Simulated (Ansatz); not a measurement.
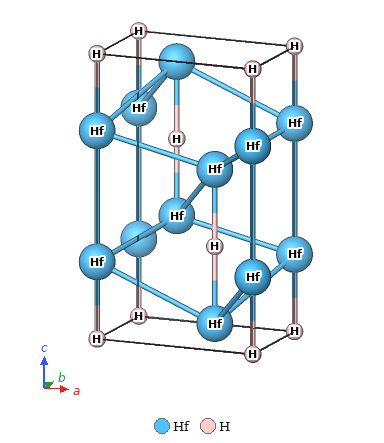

View slightly off an axis, drawn as a ball-and-stick model. One conventional unit cell is framed, with atoms on its boundary repeated. Cell: a = 4.98 Å, b = 4.98 Å, c = 6.86 Å, α = 90.00°, β = 90.00°, γ = 120.00°.

The model was built from a random cell made by a generator, so it need not be a real form of the compound. Earlier steps of the study may have refined or changed the cell and positions. It was the input of a calculation with Ansatz.

> Explain the picture.

The stoichiometry is Hf$_{2}$H. Space group R-3m (No. 166), lattice rhombohedral (trigonal R). The cell comprises 3 formula units: 6 Hf, 3 H. The coordination, counted out to bonding distance, is Hf 8 and H 2. Not all metal-metal contacts are counted.

Method used: DFT PBE, scalar-relativistic, plane waves, PAW in Ansatz. It ran with a 420 eV plane-wave basis, k-points about 0.14 Å⁻¹ apart, Gaussian smearing of 0.1 eV, no spin polarisation.

> Is the electronic structure metallic or gapped?

A metal: bands cross the Fermi level.

> State the Bader charges by element.

Hf +0.34 e; H -0.68 e.

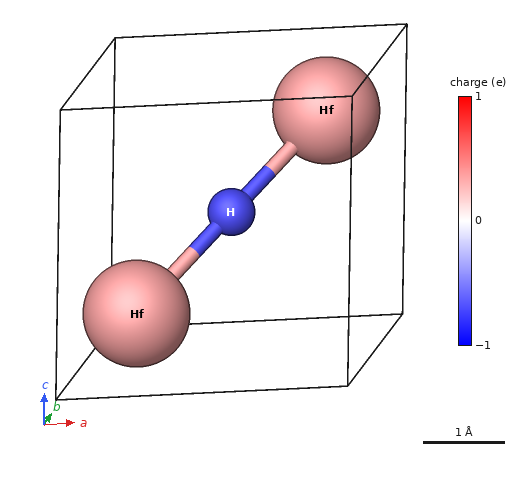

The atoms coloured by those charges. The run's cell of 3 atoms is drawn, so axes and origin can differ from the first picture.

> Can this geometry be taken as optimised?

Yes. All forces vanish to within 0.01 eV/Å. The pressure is 0.0 GPa, close to zero.
